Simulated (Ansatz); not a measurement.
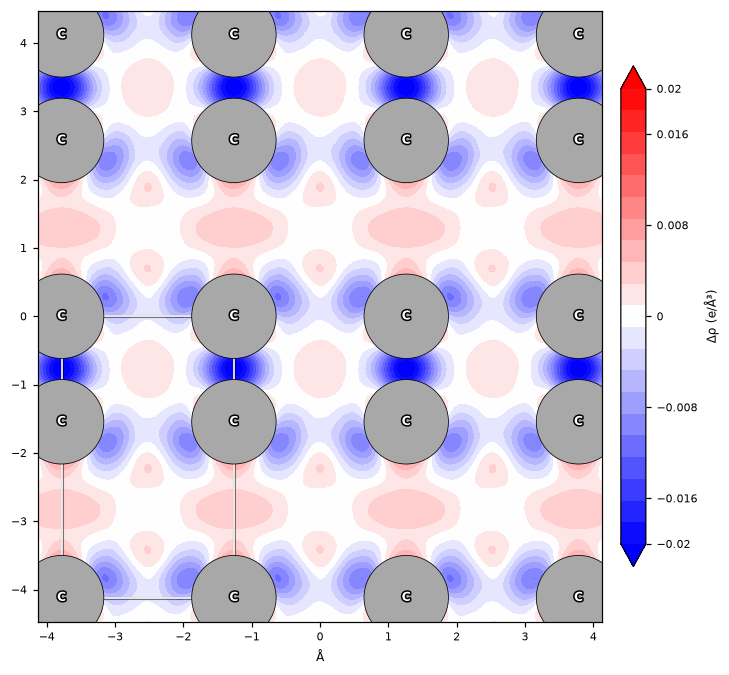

C. Difference of the valence pseudo-densities of two functionals at the same geometry, on the (010) plane of the calculation cell: one of REVPBE and r2SCAN less the other.

Space group P6₃/mmc.

Both computed with Ansatz (plane waves, PAW), on the same k-point mesh. Grey discs cover the atomic cores.

Which was subtracted from which, and what does the map show?

Answer. It is REVPBE less r2SCAN. Against r2SCAN, REVPBE gives less density around C (−0.006 e/Å³ on average at 0.8 Å from the nucleus) and a change of −0.022 e/Å³ at the midpoint of C–C.
